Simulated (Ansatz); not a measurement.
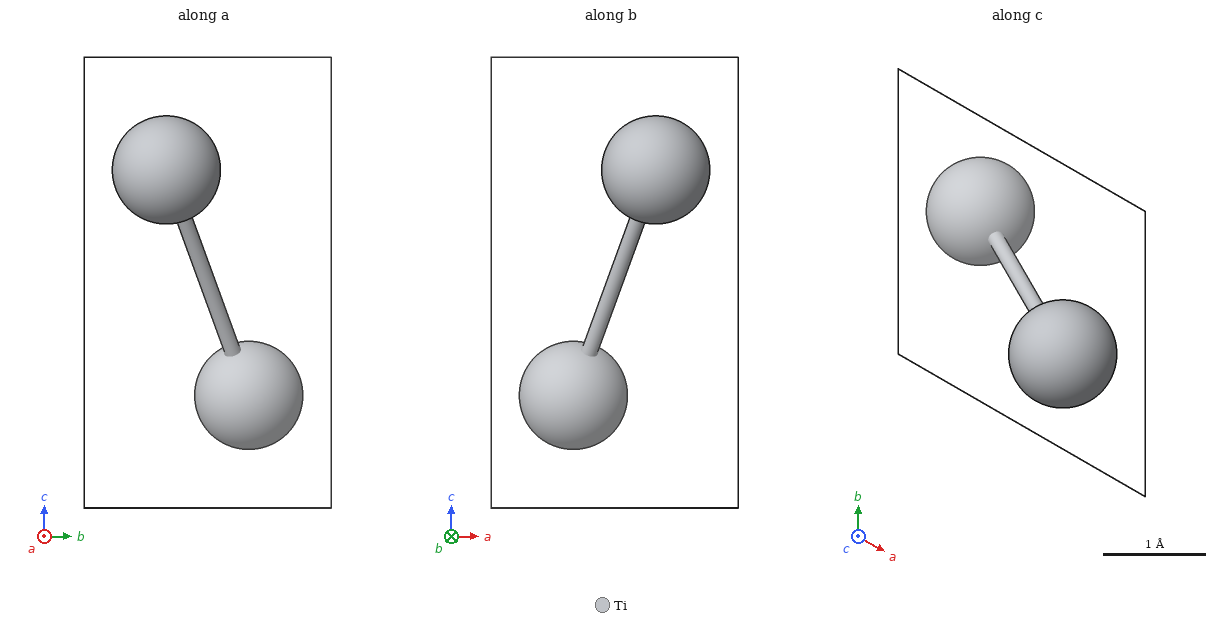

Ball-and-stick representation of a periodic structure, projected along the a axis, along the b axis and along the c axis. Thin lines show the conventional unit cell, with boundary atoms drawn in all their periodic places.

Lattice parameters: a = 2.814 Å, b = 2.814 Å, c = 4.447 Å, α = 90.00°, β = 90.00°, γ = 120.00°.

Question: Put the structure into a table of Wyckoff sites.

Answer: Space group P6_3/mmc (No. 194).
```
atom  site       x       y       z
  Ti    2c  0.6667  0.3333  0.7500
```

Origin of the cell: a structure type filled with this element by a generator (whether the element takes this form wasn't checked). Earlier steps of the study may have refined or changed the cell and positions. Ansatz was used for an electronic-structure calculation on it.

At this level of theory the cell isn't at rest (compressed, at 19 GPa), so its distances can differ from those at equilibrium, the more so the softer the solid.
